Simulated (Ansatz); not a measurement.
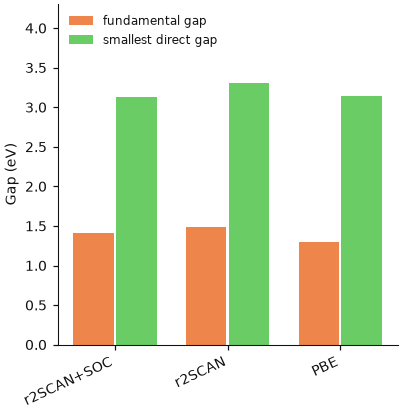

Gaps of BAs, space group F-43m (No. 216), 2 atoms in the cell, zincblende type, hydrostatic strain +4.0%, at several levels of theory on one cell (Ansatz, plane waves and PAW; edges over the mesh and the special points).

> How does the gap depend on the level, and does its kind change?

In rising order: PBE 1.30 eV, r2SCAN+SOC 1.41 eV and r2SCAN 1.48 eV. It is indirect at every level.
